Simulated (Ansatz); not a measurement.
# Residual resistivity of an alloy: Ag(111) with 4 layers of random Ag-Rh, 2x2, part 2 of 2

Wanted: resistance against the alloy's length, first Ag(111) with 4 layers of random Ag-Rh, 2x2.

Ansatz 0.2.0; Ansatz plane-wave DFT, PBE, PAW files; ballistic transport by layer matching (Landauer), zero bias; PAW set soft_1.

So far. Step 2 (With 4 alloy layers): Over the solved energies the transmission per spin lies between 2.17 and 2.25, out of 3.27 channels of the lead on average (up to 3.33).

**3. With 8 alloy layers**

System of this step: Ag(111) with 8 layers of random Ag-Rh, 2x2. The cell holds 56 atoms: 52 Ag and 4 Rh. Cell: a = 5.779 Å, b = 5.779 Å, c = 33.070 Å, α = 87.5°, β = 92.5°, γ = 120.0°. It derives from Ag. Regions: lead, 24 atoms (24 Ag); scattering region, 32 atoms (28 Ag and 4 Rh). The structure is stacked along c, and the current runs across the ab planes.

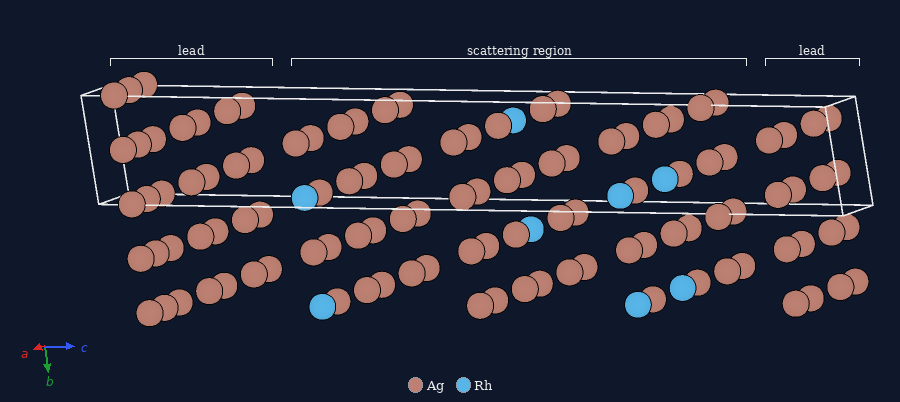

The cell of this step (silver pink, rhodium blue). 1×2×1 cells are drawn. Some periodic images of atoms are drawn too.

input.yaml reads:

```yaml
crystal:
  lattice:
    - [5.7787594586, 0.0, 0.0]
    - [-2.8893797293, 5.0045524935, 0.0]
    - [-1.4446898646, 0.8340920822, 33.0283613795]
  atoms:
    - { symbol: Ag, position: [0.005952381, 0.994047619, 0.0357142857] }
    - { symbol: Ag, position: [0.005952381, 0.494047619, 0.0357142857] }
    - { symbol: Ag, position: [0.505952381, 0.994047619, 0.0357142857] }
    - { symbol: Ag, position: [0.505952381, 0.494047619, 0.0357142857] }
    - { symbol: Ag, position: [0.1845238095, 0.3154761905, 0.1071428571] }
    - { symbol: Ag, position: [0.1845238095, 0.8154761905, 0.1071428571] }
    - { symbol: Ag, position: [0.6845238095, 0.3154761905, 0.1071428571] }
    - { symbol: Ag, position: [0.6845238095, 0.8154761905, 0.1071428571] }
    - { symbol: Ag, position: [0.3630952381, 0.1369047619, 0.1785714286] }
    - { symbol: Ag, position: [0.3630952381, 0.6369047619, 0.1785714286] }
    - { symbol: Ag, position: [0.8630952381, 0.1369047619, 0.1785714286] }
    - { symbol: Ag, position: [0.8630952381, 0.6369047619, 0.1785714286] }
    - { symbol: Ag, position: [0.0416666667, 0.9583333333, 0.25] }
    - { symbol: Ag, position: [0.0416666667, 0.4583333333, 0.25] }
    - { symbol: Rh, position: [0.5416666667, 0.9583333333, 0.25] }
    - { symbol: Ag, position: [0.5416666667, 0.4583333333, 0.25] }
    - { symbol: Ag, position: [0.2202380952, 0.2797619048, 0.3214285714] }
    - { symbol: Ag, position: [0.2202380952, 0.7797619048, 0.3214285714] }
    - { symbol: Ag, position: [0.7202380952, 0.2797619048, 0.3214285714] }
    - { symbol: Ag, position: [0.7202380952, 0.7797619048, 0.3214285714] }
    - { symbol: Ag, position: [0.3988095238, 0.1011904762, 0.3928571429] }
    - { symbol: Ag, position: [0.3988095238, 0.6011904762, 0.3928571429] }
    - { symbol: Ag, position: [0.8988095238, 0.1011904762, 0.3928571429] }
    - { symbol: Ag, position: [0.8988095238, 0.6011904762, 0.3928571429] }
    - { symbol: Ag, position: [0.0773809524, 0.9226190476, 0.4642857143] }
    - { symbol: Ag, position: [0.0773809524, 0.4226190476, 0.4642857143] }
    - { symbol: Ag, position: [0.5773809524, 0.9226190476, 0.4642857143] }
    - { symbol: Ag, position: [0.5773809524, 0.4226190476, 0.4642857143] }
    - { symbol: Rh, position: [0.255952381, 0.244047619, 0.5357142857] }
    - { symbol: Ag, position: [0.255952381, 0.744047619, 0.5357142857] }
    - { symbol: Ag, position: [0.755952381, 0.244047619, 0.5357142857] }
    - { symbol: Ag, position: [0.755952381, 0.744047619, 0.5357142857] }
    - { symbol: Ag, position: [0.4345238095, 0.0654761905, 0.6071428571] }
    - { symbol: Ag, position: [0.4345238095, 0.5654761905, 0.6071428571] }
    - { symbol: Ag, position: [0.9345238095, 0.0654761905, 0.6071428571] }
    - { symbol: Ag, position: [0.9345238095, 0.5654761905, 0.6071428571] }
    - { symbol: Ag, position: [0.1130952381, 0.8869047619, 0.6785714286] }
    - { symbol: Ag, position: [0.1130952381, 0.3869047619, 0.6785714286] }
    - { symbol: Rh, position: [0.6130952381, 0.8869047619, 0.6785714286] }
    - { symbol: Ag, position: [0.6130952381, 0.3869047619, 0.6785714286] }
    - { symbol: Ag, position: [0.2916666667, 0.2083333333, 0.75] }
    - { symbol: Ag, position: [0.2916666667, 0.7083333333, 0.75] }
    - { symbol: Ag, position: [0.7916666667, 0.2083333333, 0.75] }
    - { symbol: Rh, position: [0.7916666667, 0.7083333333, 0.75] }
    - { symbol: Ag, position: [0.4702380952, 0.0297619048, 0.8214285714] }
    - { symbol: Ag, position: [0.4702380952, 0.5297619048, 0.8214285714] }
    - { symbol: Ag, position: [0.9702380952, 0.0297619048, 0.8214285714] }
    - { symbol: Ag, position: [0.9702380952, 0.5297619048, 0.8214285714] }
    - { symbol: Ag, position: [0.1488095238, 0.8511904762, 0.8928571429] }
    - { symbol: Ag, position: [0.1488095238, 0.3511904762, 0.8928571429] }
    - { symbol: Ag, position: [0.6488095238, 0.8511904762, 0.8928571429] }
    - { symbol: Ag, position: [0.6488095238, 0.3511904762, 0.8928571429] }
    - { symbol: Ag, position: [0.3273809524, 0.1726190476, 0.9642857143] }
    - { symbol: Ag, position: [0.3273809524, 0.6726190476, 0.9642857143] }
    - { symbol: Ag, position: [0.8273809524, 0.1726190476, 0.9642857143] }
    - { symbol: Ag, position: [0.8273809524, 0.6726190476, 0.9642857143] }
kpoints:
  mp_grid: { grid: [4, 4, 1] }
hamiltonian:
  xc: pbe
  pseudopotentials: { kind: paw, azcp: { folder: soft_1 } }
scf:
  occupations: { method: fermi_dirac, width: 0.1 }
output:
  transmission: { leads: [[0, 4]], kmesh: [8, 8], e_range: [-0.05, 0.05], de: 0.05 }
  write_potential: true
  write_density: true
  volumetric_format: npy
```

Started as:

```console
$ ansatz run input.yaml --threads 4 --pin off --max-ram 15360MiB --backend cpu --events-out ev --progress --plain --runs-dir out
```

Numbers of over 12 decimals in the logs are rounded to 6 here.

Output:

```text
[...]
Crystal: 56 atoms, lattice volume = 955.184 Å³
Basis set: ecut = 420 eV, 18759 PW (Γ)
Bands: 634, of which v1, the nominal top of the filled ones, is band 528 counted from 1 (527 counted from 0)
Symmetry: 2 space group operations
[...]
k-points: 7 of 16 (time reversal used)
[...]
SCF iter   1: F=—  HF=-420337.639587 eV  |F-HF|=—  |Δ(HF+E_count)|=         —  Δρ=9.43e-2  dr2=1.58e2  ethr=3.10e-3  ⟨swp⟩=4.0  Hψ=13200  notcnv=0  defer=83
[...]
SCF iter  13: F=-420320.438383 eV  HF=-420320.438383 eV  |F-HF|=3.22e-8  |Δ(HF+E_count)|=   1.16e-8  Δρ=8.14e-7  dr2=3.36e-8  ethr=9.47e-12  ⟨swp⟩=8.4  Hψ=16421  notcnv=0
SCF 1 converged in 13 iterations: F = -420320.438383 eV  dr2 = 3.36e-8
[...]
transmission: 96 of 945 steps passed
transmission: 190 of 945 steps passed
[...]
transmission: 945 of 945 steps passed
SCF converged after 13 iterations
Free energy (F): -420320.438383 eV
[...]
Internal energy: -420319.670094 eV  (E = F + TS)
E sigma→0 (E₀):  -420320.054239 eV
Entropy (-TS):   -0.768289 eV (-13.719 meV/atom)
Fermi energy:    17.087688 eV
[...]
--- Band table (eV; the first three rows and the last of 7) ---
  k-point 0: bands = [... 524 lower, 17.2661, 17.4914, 17.5583, 17.5732, 17.5796, 17.8034, 17.8393, 18.0005, ... 102 higher]
  k-point 1: bands = [... 524 lower, 16.9248, 17.0616, 17.0840, 17.1235, 17.1800, 17.2453, 17.3154, 17.4002, ... 102 higher]
  k-point 2: bands = [... 524 lower, 16.8048, 16.9502, 16.9725, 17.0935, 17.1760, 17.2353, 17.2814, 17.3788, ... 102 higher]
  k-point 6: bands = [... 524 lower, 16.7528, 16.8019, 16.8756, 17.0301, 17.0322, 17.1803, 17.2271, 17.2331, ... 102 higher]
--- Transmission ---
  basis      : 253 plane waves across, 45 finite elements along
  points     : 21, standing for a mesh of 8 x 8
[...]
channels       : 3.234375e0 a spin
[...]
junction   : crystal 0 to crystal 0, 0.70 to 31.37 Å
    transmission   : 1.524615e0 a spin
[...]
```

Wall time 10 min (4 threads of Arm Neoverse V1, shared host); peak memory 8.1 GiB.

This step gave:

- free energy: -420320.4384 eV
- energy at zero smearing: -420320.0542 eV
- Fermi energy: 17.09 eV
- transmission per spin nearest the Fermi level: 1.525
- step of the lead's potential: 29.5 meV

Per spin. The transmission, zone mean by energy, zero at the Fermi level:

```tsv
energy (eV)	transmission, zone mean
-0.0500	1.51
0.0000	1.52
0.0500	1.57
```

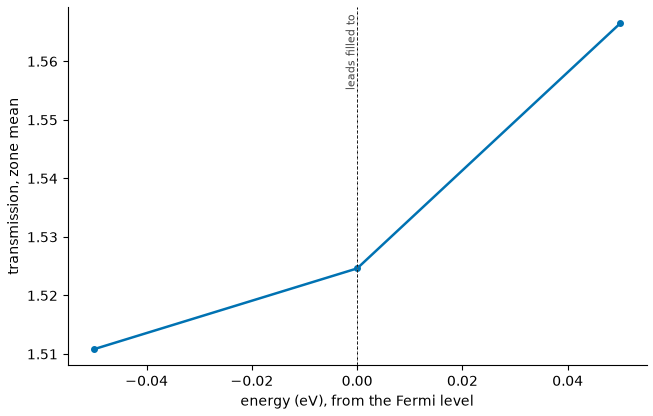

Transmission, zone mean against energy.

Over the solved energies the transmission per spin lies between 1.51 and 1.57, out of 3.27 channels of the lead on average (up to 3.33). The log calls the step of a lead's potential too much.

**4. With 12 alloy layers**

System of this step: Ag(111) with 12 layers of random Ag-Rh, 2x2. The cell holds 72 atoms: 66 Ag and 6 Rh. Cell: a = 5.779 Å, b = 5.779 Å, c = 42.465 Å, α = 90.0°, β = 90.0°, γ = 120.0°. It derives from Ag. Regions: lead, 24 atoms (24 Ag); scattering region, 48 atoms (42 Ag and 6 Rh). The structure is stacked along c, and the current runs across the ab planes.

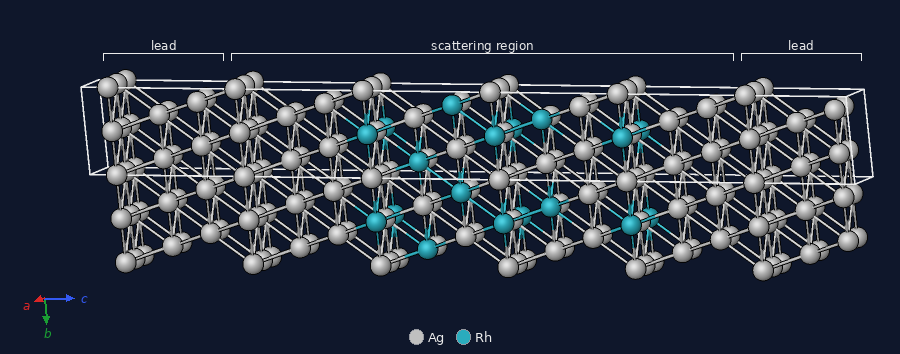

The cell of this step (silver light grey, rhodium blue). 1×2×1 cells are drawn. Some periodic images of atoms are drawn too.

input.yaml reads:

```yaml
crystal:
  lattice:
    - [5.7787594586, 0.0, 0.0]
    - [-2.8893797293, 5.0045524935, 0.0]
    - [0.0, 0.0, 42.4650360593]
  atoms:
    - { symbol: Ag, position: [0.0, 0.0, 0.0277777778] }
    - { symbol: Ag, position: [0.0, 0.5, 0.0277777778] }
    - { symbol: Ag, position: [0.5, 0.0, 0.0277777778] }
    - { symbol: Ag, position: [0.5, 0.5, 0.0277777778] }
    - { symbol: Ag, position: [0.1666666667, 0.3333333333, 0.0833333333] }
    - { symbol: Ag, position: [0.1666666667, 0.8333333333, 0.0833333333] }
    - { symbol: Ag, position: [0.6666666667, 0.3333333333, 0.0833333333] }
    - { symbol: Ag, position: [0.6666666667, 0.8333333333, 0.0833333333] }
    - { symbol: Ag, position: [0.3333333333, 0.1666666667, 0.1388888889] }
    - { symbol: Ag, position: [0.3333333333, 0.6666666667, 0.1388888889] }
    - { symbol: Ag, position: [0.8333333333, 0.1666666667, 0.1388888889] }
    - { symbol: Ag, position: [0.8333333333, 0.6666666667, 0.1388888889] }
    - { symbol: Ag, position: [0.0, 0.0, 0.1944444444] }
    - { symbol: Ag, position: [0.0, 0.5, 0.1944444444] }
    - { symbol: Ag, position: [0.5, 0.0, 0.1944444444] }
    - { symbol: Ag, position: [0.5, 0.5, 0.1944444444] }
    - { symbol: Ag, position: [0.1666666667, 0.3333333333, 0.25] }
    - { symbol: Ag, position: [0.1666666667, 0.8333333333, 0.25] }
    - { symbol: Ag, position: [0.6666666667, 0.3333333333, 0.25] }
    - { symbol: Ag, position: [0.6666666667, 0.8333333333, 0.25] }
    - { symbol: Ag, position: [0.3333333333, 0.1666666667, 0.3055555556] }
    - { symbol: Ag, position: [0.3333333333, 0.6666666667, 0.3055555556] }
    - { symbol: Ag, position: [0.8333333333, 0.1666666667, 0.3055555556] }
    - { symbol: Ag, position: [0.8333333333, 0.6666666667, 0.3055555556] }
    - { symbol: Ag, position: [0.0, 0.0, 0.3611111111] }
    - { symbol: Rh, position: [0.0, 0.5, 0.3611111111] }
    - { symbol: Ag, position: [0.5, 0.0, 0.3611111111] }
    - { symbol: Ag, position: [0.5, 0.5, 0.3611111111] }
    - { symbol: Ag, position: [0.1666666667, 0.3333333333, 0.4166666667] }
    - { symbol: Ag, position: [0.1666666667, 0.8333333333, 0.4166666667] }
    - { symbol: Ag, position: [0.6666666667, 0.3333333333, 0.4166666667] }
    - { symbol: Rh, position: [0.6666666667, 0.8333333333, 0.4166666667] }
    - { symbol: Ag, position: [0.3333333333, 0.1666666667, 0.4722222222] }
    - { symbol: Ag, position: [0.3333333333, 0.6666666667, 0.4722222222] }
    - { symbol: Rh, position: [0.8333333333, 0.1666666667, 0.4722222222] }
    - { symbol: Ag, position: [0.8333333333, 0.6666666667, 0.4722222222] }
    - { symbol: Ag, position: [0.0, 0.0, 0.5277777778] }
    - { symbol: Rh, position: [0.0, 0.5, 0.5277777778] }
    - { symbol: Ag, position: [0.5, 0.0, 0.5277777778] }
    - { symbol: Ag, position: [0.5, 0.5, 0.5277777778] }
    - { symbol: Ag, position: [0.1666666667, 0.3333333333, 0.5833333333] }
    - { symbol: Ag, position: [0.1666666667, 0.8333333333, 0.5833333333] }
    - { symbol: Rh, position: [0.6666666667, 0.3333333333, 0.5833333333] }
    - { symbol: Ag, position: [0.6666666667, 0.8333333333, 0.5833333333] }
    - { symbol: Ag, position: [0.3333333333, 0.1666666667, 0.6388888889] }
    - { symbol: Ag, position: [0.3333333333, 0.6666666667, 0.6388888889] }
    - { symbol: Ag, position: [0.8333333333, 0.1666666667, 0.6388888889] }
    - { symbol: Ag, position: [0.8333333333, 0.6666666667, 0.6388888889] }
    - { symbol: Ag, position: [0.0, 0.0, 0.6944444444] }
    - { symbol: Rh, position: [0.0, 0.5, 0.6944444444] }
    - { symbol: Ag, position: [0.5, 0.0, 0.6944444444] }
    - { symbol: Ag, position: [0.5, 0.5, 0.6944444444] }
    - { symbol: Ag, position: [0.1666666667, 0.3333333333, 0.75] }
    - { symbol: Ag, position: [0.1666666667, 0.8333333333, 0.75] }
    - { symbol: Ag, position: [0.6666666667, 0.3333333333, 0.75] }
    - { symbol: Ag, position: [0.6666666667, 0.8333333333, 0.75] }
    - { symbol: Ag, position: [0.3333333333, 0.1666666667, 0.8055555556] }
    - { symbol: Ag, position: [0.3333333333, 0.6666666667, 0.8055555556] }
    - { symbol: Ag, position: [0.8333333333, 0.1666666667, 0.8055555556] }
    - { symbol: Ag, position: [0.8333333333, 0.6666666667, 0.8055555556] }
    - { symbol: Ag, position: [0.0, 0.0, 0.8611111111] }
    - { symbol: Ag, position: [0.0, 0.5, 0.8611111111] }
    - { symbol: Ag, position: [0.5, 0.0, 0.8611111111] }
    - { symbol: Ag, position: [0.5, 0.5, 0.8611111111] }
    - { symbol: Ag, position: [0.1666666667, 0.3333333333, 0.9166666667] }
    - { symbol: Ag, position: [0.1666666667, 0.8333333333, 0.9166666667] }
    - { symbol: Ag, position: [0.6666666667, 0.3333333333, 0.9166666667] }
    - { symbol: Ag, position: [0.6666666667, 0.8333333333, 0.9166666667] }
    - { symbol: Ag, position: [0.3333333333, 0.1666666667, 0.9722222222] }
    - { symbol: Ag, position: [0.3333333333, 0.6666666667, 0.9722222222] }
    - { symbol: Ag, position: [0.8333333333, 0.1666666667, 0.9722222222] }
    - { symbol: Ag, position: [0.8333333333, 0.6666666667, 0.9722222222] }
kpoints:
  mp_grid: { grid: [4, 4, 1] }
hamiltonian:
  xc: pbe
  pseudopotentials: { kind: paw, azcp: { folder: soft_1 } }
scf:
  occupations: { method: fermi_dirac, width: 0.1 }
output:
  transmission: { leads: [[0, 4]], kmesh: [8, 8], e_range: [-0.05, 0.05], de: 0.05 }
  write_potential: true
  write_density: true
  volumetric_format: npy
```

Output:

```text
[...]
Crystal: 72 atoms, lattice volume = 1228.093 Å³
Basis set: ecut = 420 eV, 24081 PW (Γ)
Bands: 814, of which v1, the nominal top of the filled ones, is band 678 counted from 1 (677 counted from 0)
Symmetry: 1 space group operations
[...]
k-points: 10 of 16 (time reversal used)
[...]
SCF iter   1: F=—  HF=-539415.053313 eV  |F-HF|=—  |Δ(HF+E_count)|=         —  Δρ=9.09e-2  dr2=2.06e2  ethr=3.10e-3  ⟨swp⟩=4.0  Hψ=24183  notcnv=0  defer=172
[...]
SCF iter  14: F=-539393.335642 eV  HF=-539393.335642 eV  |F-HF|=7.57e-9  |Δ(HF+E_count)|=   3.03e-9  Δρ=3.12e-7  dr2=7.82e-9  ethr=7.37e-12  ⟨swp⟩=8.5  Hψ=29545  notcnv=0
SCF 1 converged in 14 iterations: F = -539393.335642 eV  dr2 = 7.82e-9
[...]
transmission: 208 of 2074 steps passed
transmission: 416 of 2074 steps passed
[...]
transmission: 2074 of 2074 steps passed
SCF converged after 14 iterations
Free energy (F): -539393.335642 eV
[...]
Internal energy: -539392.295715 eV  (E = F + TS)
E sigma→0 (E₀):  -539392.815678 eV
Entropy (-TS):   -1.039926 eV (-14.443 meV/atom)
Fermi energy:    17.055427 eV
[...]
--- Band table (eV; the first three rows and the last of 10) ---
  k-point 0: bands = [... 674 lower, 17.2250, 17.5408, 17.5748, 17.5850, 17.5945, 17.6160, 17.6263, 17.9121, ... 132 higher]
  k-point 1: bands = [... 674 lower, 16.9146, 16.9613, 16.9776, 17.0331, 17.0524, 17.1703, 17.2726, 17.3201, ... 132 higher]
  k-point 2: bands = [... 674 lower, 16.8454, 16.8481, 16.9065, 16.9407, 17.0096, 17.0682, 17.2230, 17.2806, ... 132 higher]
  k-point 9: bands = [... 674 lower, 16.8310, 16.8428, 16.9305, 16.9737, 17.1406, 17.1604, 17.2160, 17.2644, ... 132 higher]
--- Transmission ---
  basis      : 253 plane waves across, 61 finite elements along
  points     : 34, standing for a mesh of 8 x 8
[...]
channels       : 3.234375e0 a spin
[...]
junction   : crystal 0 to crystal 0, 1.66 to 41.77 Å
    transmission   : 1.326567e0 a spin
[...]
```

Wall time 27 min (4 threads); peak memory 8.1 GiB; 1.7 h of CPU time.

Numbers from this step:

```yaml
free_energy: -539393.3356 eV
energy_at_zero_smearing: -539392.8157 eV
fermi_energy: 17.06 eV
transmission_per_spin_nearest_the_fermi_level: 1.327
step_of_the_lead_s_potential: 12.8 meV
```

Per spin. Transmission, zone mean against energy, zero at the Fermi level:

```tsv
energy (eV)	transmission, zone mean
-0.0500	1.29
0.0000	1.33
0.0500	1.52
```

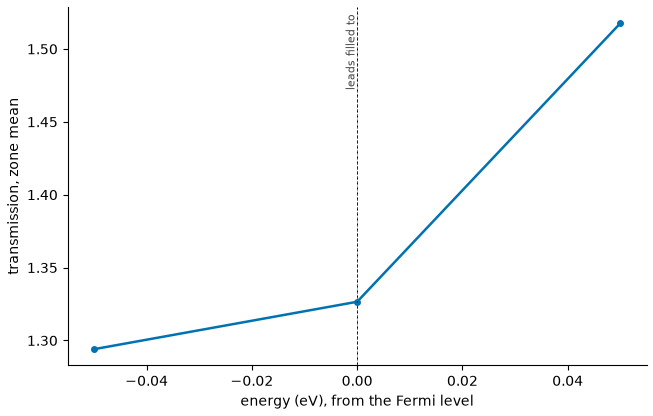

Transmission, zone mean against energy.

Over the solved energies the transmission per spin lies between 1.29 and 1.52, out of 3.27 channels of the lead on average (up to 3.33).

**5. The fit**

This step: Ansatz plane-wave DFT, PBE, PAW files; ballistic transport by layer matching (Landauer), zero bias; residual resistivity from the slope of the area resistance, atoms on the host's lattice; PAW set soft_1 (Ansatz 0.2.0).

Numbers from this step:

```yaml
resistivity: 54.01 µΩ cm
intercept: 0.1129 fΩ m²
scatter_about_the_fit: 0.1117 fΩ m²
```

Resistance, by row:

```tsv
run	length (Å)	T	channels N	RA (fΩ m²)
n4	9.437	2.213	3.266	0.5436
n8	18.87	1.534	3.266	1.29
n12	28.31	1.379	3.266	1.563
```

Area resistance against length of the alloy:

```tsv
length of the alloy (Å)	area resistance (fΩ m²)
9.44	0.544
18.87	1.29
28.31	1.56
```

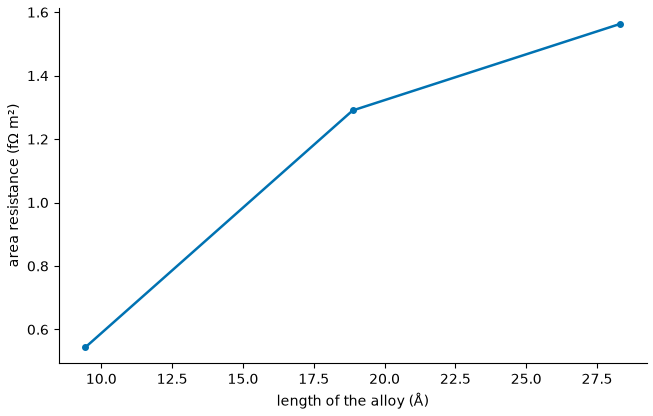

Area resistance against length of the alloy.

The area resistance goes from 0.54 to 1.6 fΩ m² between 9.4 and 28.3 Å, a slope of 54 µΩ cm.

By hand from the end points: (1.563 − 0.5436) fΩ m² / (28.31 − 9.44) Å = 54 µΩ cm, since 1 fΩ m² per Å is 1000 µΩ cm.

**6. Results**

```json
{
  "resistivity from the slope": "54.0 µΩ cm",
  "area resistance over 9.44 Å": "0.544 fΩ m²",
  "area resistance over 18.9 Å": "1.29 fΩ m²",
  "area resistance over 28.3 Å": "1.56 fΩ m²"
}
```

The slope gives 54 µΩ cm. The points scatter by 0.11 fΩ m² about the line, with one random draw a length in a 2x2 cell, so the slope is a rough value. Read with a model of isotropic scattering on a spherical Fermi surface and the lead's 0.87×10¹⁵ S/m², this slope means a mean free path near 16 Å; over these lengths the model's slope is within 3 % of its bulk resistivity. The draw over the shortest length came out nearly ordered, with 8 symmetry operations, so that point is a poor sample of a random alloy. The atoms sit on the host's lattice, so scattering by size misfit is left out. A lead's potential steps by up to 30 meV from period to period, which the log calls too much, so longer leads could move the result.

[Logs are printed without paths, hosts, clocks, repeated set-up lines and the standing remarks that a program may print on its own settings, such as how far it seeks lower states.]

[Hosts, paths, dates, database ids (printed as entryN), source tags and the programs' standing remarks are cut or masked in the printed files.]
